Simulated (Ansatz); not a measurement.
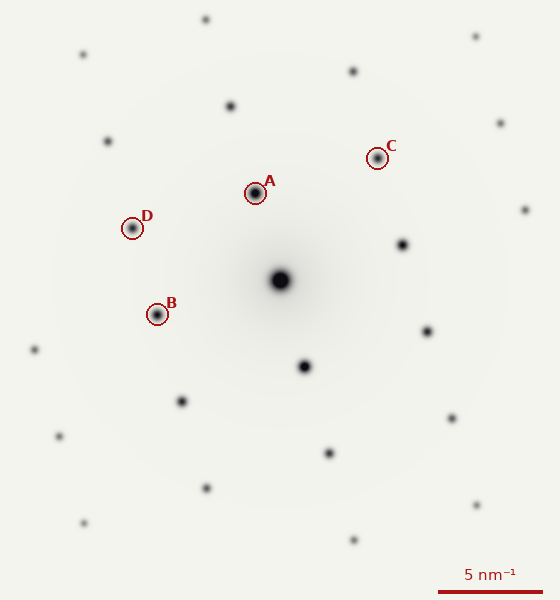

The pattern is a kinematic simulation for 200 kV electrons (no multiple scattering; isotropic B = 0.8 Å²). The zone axis points towards the electron source and the pattern is seen from the source side.

The sample is Co, space group Pm-3m (No. 221), a = 2.300 Å. Structure: the end point of a relaxation with DFT, revPBE, plane waves (420 eV) with PAW, scalar-relativistic in Ansatz; the starting structure was generated, so it need not be a known form of this composition.

```cif
data_structure
_symmetry_space_group_name_H-M 'Pm-3m'
_symmetry_Int_Tables_number 221
_cell_length_a 2.2999
_cell_length_b 2.2999
_cell_length_c 2.2999
_cell_angle_alpha 90.000
_cell_angle_beta 90.000
_cell_angle_gamma 90.000
_cell_volume 12.17
loop_
_atom_site_label
_atom_site_type_symbol
_atom_site_symmetry_multiplicity
_atom_site_Wyckoff_symbol
_atom_site_fract_x
_atom_site_fract_y
_atom_site_fract_z
_atom_site_occupancy
Co1 Co 1 a 0.00000 0.00000 0.00000 1
```

Spot A is indexed 0 0 -1 and spot B -1 1 0.

Q: What are the indices of the remaining marked spots?

A: C = A − B = 1 -1 -1 (d = 1.328 Å). D = A + B = -1 1 -1 (d = 1.328 Å).

Q: Which zone axis is this?

A: The cross product of A and B is parallel to [110]; every spot obeys hu + kv + lw = 0.

Q: What are the spacings of A and B and the angle between them?

A: d(A) = 2.300 Å, d(B) = 1.626 Å, and the angle is 90.0°.
